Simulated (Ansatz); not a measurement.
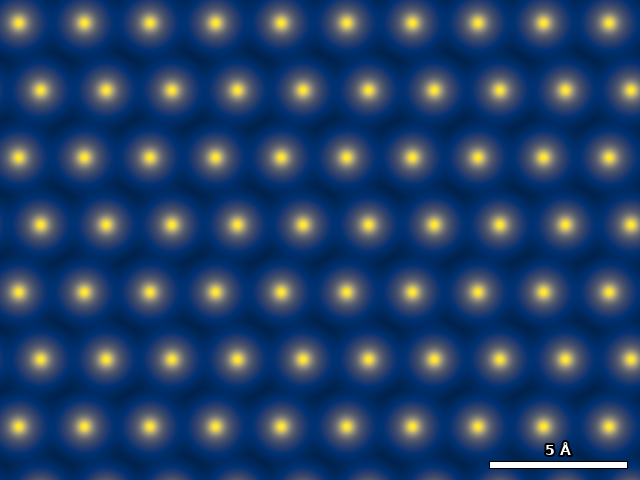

Map of the projected electrostatic potential of W. Computed as the sum of neutral-atom potentials (tabulated electron scattering factors, B = 0.8 Å²) projected along the beam and smoothed by 0.25 Å; brighter is more positive. The display is stretched by a gamma of 0.6; percentages refer to the linear signal.

### Measure the repeat of the pattern.

The pattern repeats on a rectangular net of 2.4 × 5.0 Å.

### Which plane group does this projection have?

p2mg: mirror lines in one direction, glide lines across them, twofold points on the glide lines.

### How many columns does the smallest repeating cell hold, and how many levels of brightness?

2 columns in the primitive cell of 11.9 Å², all of one brightness.

The crystal is W (P6_3/mmc, No. 194) seen along [100]. Atomic positions: the geometry relaxed at fixed volume with DFT PBE, spin-orbit coupling, plane waves, PAW (Ansatz); the starting structure was generated, so it need not be a known form of this composition.
